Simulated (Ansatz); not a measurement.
**Ga$_{4}$Sb$_{5}$ (slab): density, localisation and related maps**

```cif
data_structure
_symmetry_space_group_name_H-M 'P 1'
_symmetry_Int_Tables_number 1
_cell_length_a 4.3213
_cell_length_b 4.3213
_cell_length_c 27.2225
_cell_angle_alpha 90.000
_cell_angle_beta 90.000
_cell_angle_gamma 90.000
_cell_volume 508.34
loop_
_atom_site_label
_atom_site_type_symbol
_atom_site_fract_x
_atom_site_fract_y
_atom_site_fract_z
_atom_site_occupancy
Sb1 Sb 0.00000 0.50000 0.27551 1
Ga1 Ga 0.50000 0.50000 0.33163 1
Sb2 Sb 0.50000 0.00000 0.38775 1
Ga2 Ga 0.00000 0.00000 0.44388 1
Sb3 Sb 0.00000 0.50000 0.50000 1
Ga3 Ga 0.50000 0.50000 0.55612 1
Sb4 Sb 0.50000 0.00000 0.61225 1
Ga4 Ga 0.00000 0.00000 0.66837 1
Sb5 Sb 0.00000 0.50000 0.72449 1
```

Computed without spin polarisation.

The calculation used DFT PBEsol, scalar-relativistic, plane waves, PAW in Ansatz.

Core electrons are frozen (PAW), and the valence fields are smoothed inside the atomic spheres.

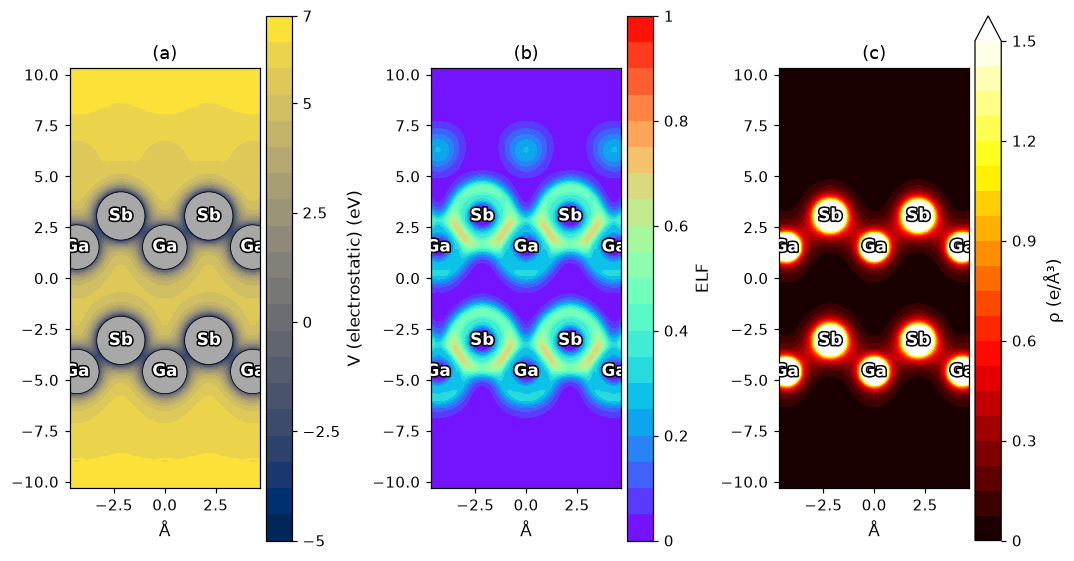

Figure 1. (a) electrostatic potential (local pseudopotential plus Hartree) felt by an electron; (b) ELF; (c) valence electron density on the (100) plane of the calculation cell, a cut from vacuum to vacuum. Grey discs cover the atomic cores in the potential map.

Interpret the plot.

Atoms in the plane: Ga and Sb. Ga–Sb (2.65 Å): ρ is about 0.41 e/Å³ halfway; the ELF peaks at about 0.70 between the atoms. The density dies away to nearly zero in the vacuum. The features right at Ga lie inside the PAW spheres, where the map follows smoothed inner orbitals and isn't to be read closely. Outside the cores the potential energy rises away from the atoms and is highest in the vacuum; its zero is arbitrary.

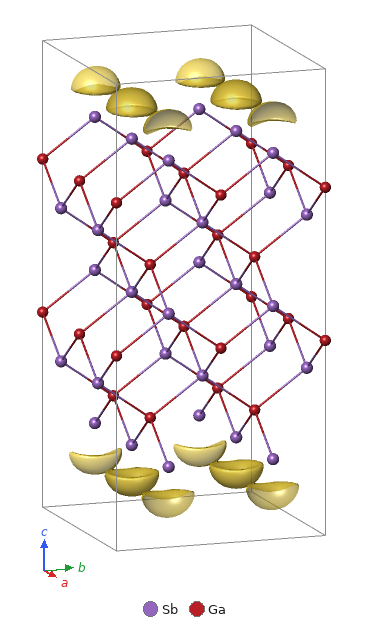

Figure 2. Isosurface of the electron localisation function at 0.75 (yellow), seen slightly off an axis. Only the valence region is drawn (cores and ρ < 0.01 e/Å³ removed). Sticks mark near contacts.

Where are the electrons localised?

The surface consists of two lobes on Sb, pointing away from the bonds (lone pairs), counted in one cell of 9 atoms. Counts are for one cell; the picture repeats the cell along the surface.

Metal or insulator at this level of theory?

It is metallic or semimetallic at this level of theory: no gap opens.
